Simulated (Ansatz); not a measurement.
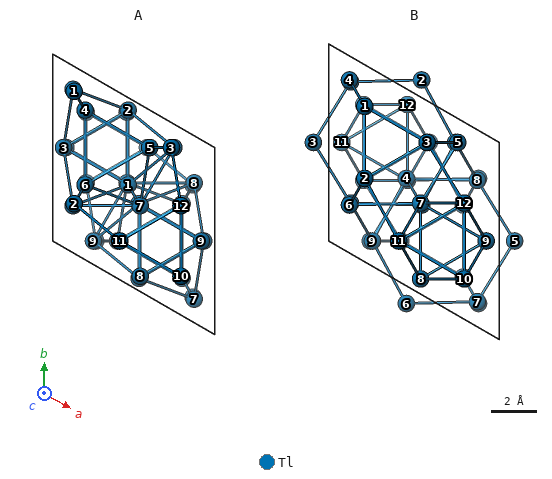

Two geometries of a crystal of Tl (built on the alpha-boron_166 type), drawn at one scale. One is the start of a relaxation, the other its converged end. A ball-and-stick model of the conventional cell (3 times the calculation's cell), seen along the c axis. Lengths and directions refer to the drawn axes.

Computed with Ansatz 0.2.0, DFT r2SCAN, scalar-relativistic, plane waves, PAW. Settings: plane-wave cutoff 500 eV; k-point mesh 6 × 6 × 6; occupations gaussian; smearing width 0.1 eV; no spin polarisation; cell and atoms relaxed; force threshold 0.01 eV/Å; at most 80 steps.

Q: Which geometry has the lower energy?

A: Structure B is the relaxed one. Case: alpha-boron type (R-3m, No. 166). The largest moves relative to the cell, 1.24 Å, are those of Tl1, Tl2, Tl3, Tl4, Tl5 and Tl6. Tl1 goes along [3 −3 1]. Cell: a = b 8.343 → 8.794 Å (+5.4 %), c 23.266 → 18.184 Å (−21.8 %). Volume −13.2 %. Some distances before and after: Tl7–Tl11 6.769 → 3.415 Å, Tl1–Tl2 3.330 → 5.579 Å, Tl1–Tl2 (another image) 5.013 → 3.215 Å, Tl7–Tl11 (another image) 3.242 → 4.515 Å. New bonds form: Tl7–Tl11 (6.77 → 3.41 Å), Tl7–Tl12 (6.77 → 3.41 Å), Tl8–Tl10 (6.77 → 3.41 Å), Tl8–Tl11 (6.77 → 3.41 Å). Bond angles that change, for instance: Tl4–Tl8–Tl5 62.4° → 123.0°, Tl3–Tl5–Tl7 125.9° → 76.3°, Tl7–Tl5–Tl11 60.1° → 90.1°. The space group stays R-3m (No. 166). The energy falls by 1.609 eV per cell of the calculation in 21 accepted moves (24 points after the start). Largest force component: 0.068 eV/Å at the start, 0.0026 eV/Å at the end. Pressure: −0.01 GPa at the start and 0.01 GPa at the end. The line search rejected the trial steps at points 9, 15 of the run. The SCF was repeated once at an unchanged geometry on a basis and grid sized afresh for the cell, which shifted the energy by 0.2 meV per cell of the calculation at most.
